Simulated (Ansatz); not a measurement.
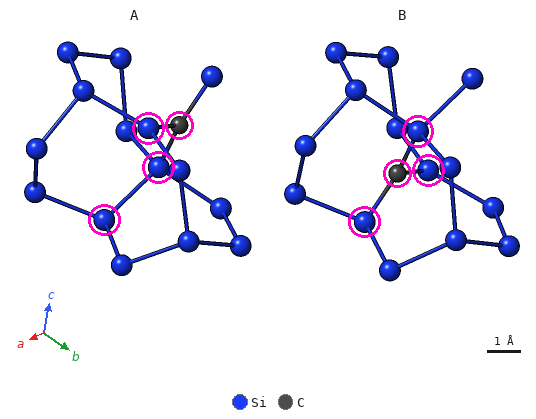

The two relaxed end points of a path for a defect cell of composition Si$_{32}$C (33 atoms in the cell). Style: ball-and-stick. Shown: the atoms within 4.1 Å of the middle of the path, slightly off an axis. The atoms that move most are ringed. Bonds to atoms that aren't drawn are left out.

Theory: DFT PBE, scalar-relativistic, plane waves, PAW (Ansatz).

Set-up: plane-wave cutoff 420 eV; k-point mesh 2 × 2 × 2; Gaussian smearing 0.02 eV; 3 movable images; climbing image.

> Predict the minimum-energy path and its barrier.

The two ends have the same energy, and the highest point, image 2, lies 1.10 eV above the start. The C atom travels furthest, 2.15 Å from end to end, roughly along [0 −2 −3], on a path that bends up to 0.09 Å away from the straight line. At the highest image its nearest neighbour (Si) is 1.73 Å away, against 1.75 Å at the start, and the surrounding atoms stand up to 0.53 Å off the mean of their end positions. Breaking: C–Si (1.82 → 3.76 Å). Forming: C–Si (3.76 → 1.82 Å). The band is converged.

Energies of the converged images:

| image | path (Å) | E (eV) |
| --- | --- | --- |
| 0 | 0.00 | 0.000 |
| 1 | 0.88 | 0.777 |
| 2 | 1.75 | 1.101 |
| 3 | 2.55 | 0.620 |
| 4 | 3.34 | 0.000 |

The geometry at the top of the path:

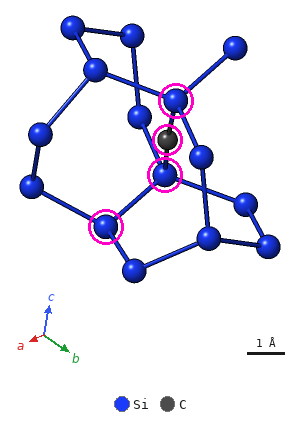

Cost: 3.1 min on 4 threads of Intel(R) Xeon(R) Platinum 8488C (Sapphire Rapids), with other jobs on the host, peak memory 2.2 GiB.
